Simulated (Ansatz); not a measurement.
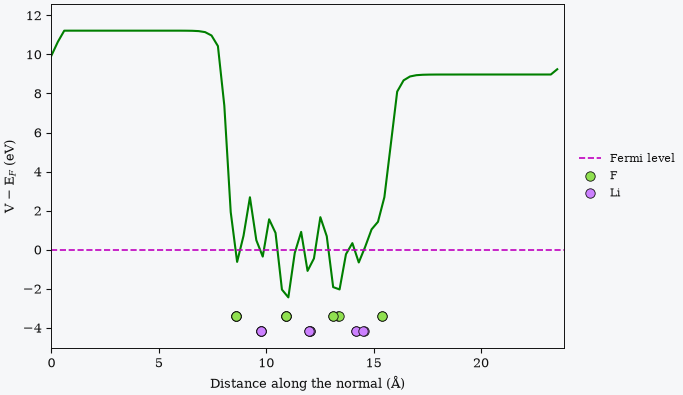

Plane-averaged electrostatic potential energy of an electron across the slab; circles at the bottom mark the heights of the atoms.

Input of the run:

```
crystal:
  lattice:
    - [5.6574267962, 0.0, 0.0]
    - [-2.8287133981, 4.8994753256, 0.0]
    - [0.0, 0.0, 23.850187045]
  atoms:
    - { symbol: F, position: [0.1666666667, 0.3333333333, 0.3354271388] }
    - { symbol: F, position: [0.1666666667, 0.8333333333, 0.3354271388] }
    - { symbol: F, position: [0.6666666667, 0.3333333333, 0.3354271388] }
    - { symbol: F, position: [0.6666666667, 0.8333333333, 0.3354271388] }
    - { symbol: Li, position: [0.3333333333, 0.1666666667, 0.3838467762] }
    - { symbol: Li, position: [0.3333333333, 0.6666666667, 0.3838467762] }
    - { symbol: Li, position: [0.8333333333, 0.1666666667, 0.3838467762] }
    - { symbol: Li, position: [0.8333333333, 0.6666666667, 0.3838467762] }
    - { symbol: F, position: [0.5, 0.5, 0.4322664136] }
    - { symbol: F, position: [0.5, 0.0, 0.4322664136] }
    - { symbol: F, position: [0.0, 0.5, 0.4322664136] }
    - { symbol: F, position: [0.0, 0.0, 0.4322664136] }
    - { symbol: Li, position: [0.6674237637, 0.3314170299, 0.4778600354] }
    - { symbol: Li, position: [0.6649968979, 0.8344987448, 0.4793755119] }
    - { symbol: Li, position: [0.1651178788, 0.3343431944, 0.4792373991] }
    - { symbol: Li, position: [0.1665664002, 0.8318824757, 0.4776989682] }
    - { symbol: F, position: [0.8316388997, 0.6666729444, 0.5253058674] }
    - { symbol: F, position: [0.8380308163, 0.1602856661, 0.535202328] }
    - { symbol: F, position: [0.3391467678, 0.6601874949, 0.5373332954] }
    - { symbol: F, position: [0.33151545, 0.1666636794, 0.5252928375] }
    - { symbol: Li, position: [-0.0195519174, 0.5203986453, 0.5843840518] }
    - { symbol: Li, position: [0.0106658168, -0.0125555367, 0.5688748243] }
    - { symbol: Li, position: [0.5133384557, 0.484605006, 0.5698560469] }
    - { symbol: Li, position: [0.476099664, 0.0165014553, 0.5842252301] }
    - { symbol: F, position: [0.6476373625, 0.3488452567, 0.6198486404] }
    - { symbol: F, position: [0.1423356177, -0.1451935229, 0.6199402075] }
basis:
  ecutwfc: 420
kpoints:
  mp_grid: { grid: [3, 3, 1] }
hamiltonian:
  xc: pbe
  dispersion: d3bj
scf:
  occupations: { method: gaussian, width: 0.05 }
output:
  forces: true
  eigenvalues: true
  write_density: true
  volumetric_format: npy
efield:
  axis: 3
  dipole_correction: true
  ramp_width: 0.04
```

Launched with:
```bash
ansatz run input.yaml --threads 2 --pin off --max-ram 5120MiB --backend cpu --events-out ev --progress --plain --runs-dir out
```

**Read off the work function of each face.**

The work function is 8.97 eV at the right face and 11.22 eV at the left.

**Do the two faces differ, and what does that say about the slab's dipole?**

The vacuum level is 2.24 eV higher at the left than at the right, so the slab carries a dipole along its normal; the ramp in the vacuum, at or near the edge of the plot, is the dipole correction that keeps each side flat.

**How thick are slab and vacuum?**

The outermost atoms are 6.8 Å apart, which leaves 17.1 Å of vacuum in a cell 23.9 Å high.

The atoms aren't at rest in this cell (largest force 0.7 eV/Å), so the relaxed material can differ.
